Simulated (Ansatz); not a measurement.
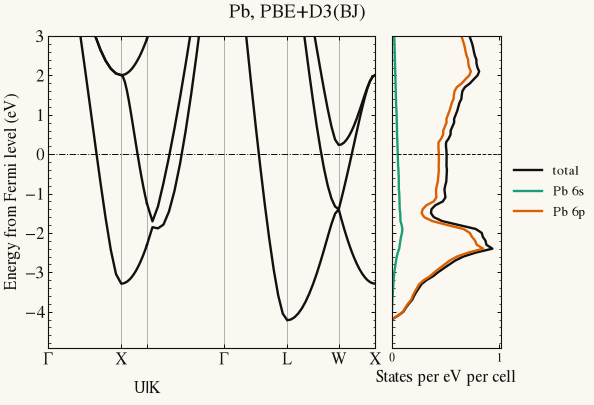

Band structure and density of states of Pb, space group Fm-3m, 1 atom in the cell. Level of theory: DFT PBE+D3(BJ), scalar-relativistic, plane waves, PAW, no spin polarisation, 14×14×14 k mesh, 420 eV cutoff, Gaussian smearing of 0.1 eV; code Ansatz. Energies are counted from the Fermi level. The partial curves are projected on Löwdin-orthogonalised atomic shells.

A metal: 2 bands cross the Fermi level along this path. Bands cross the Fermi level on every line of the path. The density of states at the Fermi level is about 0.51 per eV and cell (mean within 0.25 eV). By projected weight, the states within 0.3 eV of the Fermi level are Pb 6p (90 %).

Spin-orbit coupling is left out, which matters for Pb.
